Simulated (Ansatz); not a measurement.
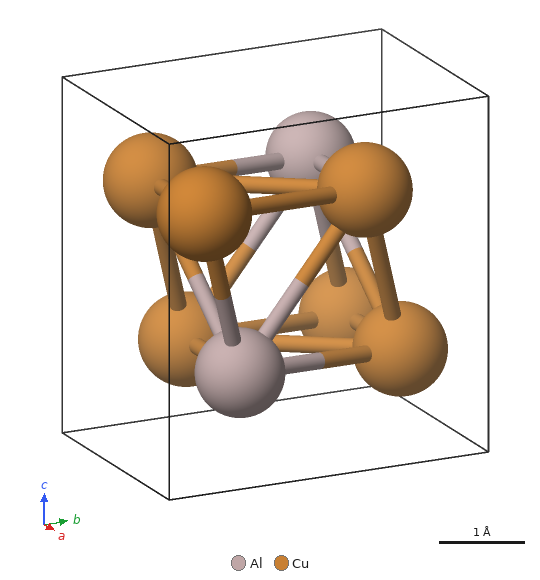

Structure drawing (ball-and-stick), viewed slightly off an axis. The conventional unit cell is drawn as a box. Cell: a = 5.22 Å, b = 5.22 Å, c = 4.24 Å, α = 90.00°, β = 90.00°, γ = 120.00°.

The structure comes from a structure listed in the Materials Project. Earlier steps of the study, as a rule a relaxation of our own, may have changed the cell and positions, so they can lie some per cent off the listed ones. It went into a calculation with Ansatz.

Q: Characterise what is shown.

A: The formula is AlCu3. Space group P6_3/mmc (No. 194), lattice primitive hexagonal. The cell has 8 atoms, namely 2 Al, 6 Cu. Al is coordinated by twelve Cu in an anticuboctahedral arrangement at about 2.6 Å. Cu is coordinated by eight Cu and four Al in an anticuboctahedral arrangement (about 2.6 Å to Cu, 2.6 Å to Al). The bonds build a three-dimensional framework.

Calculation details: DFT PBEsol, scalar-relativistic, plane waves, PAW in Ansatz 0.2.0; wavefunction cutoff 420 eV, a 12×12×10 k-point grid, Gaussian smearing of 0.1 eV, no spin polarisation.

Q: Metal or not?

A: A metal: bands cross the Fermi level.

Q: What net charge does each kind of atom have (Bader)?

A: Al +1.43 e; Cu -0.48 e.

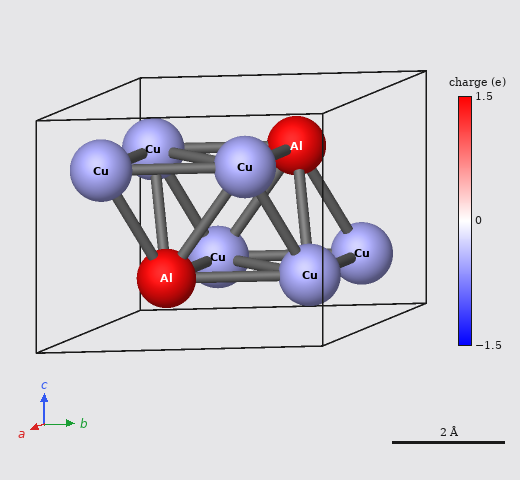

The atoms coloured by those charges. The run's cell of 8 atoms is drawn.

Q: Can this geometry be taken as optimised?

A: No. The largest force is 0.05 eV/Å, on Cu. The pressure is -6.2 GPa, so the cell would contract.
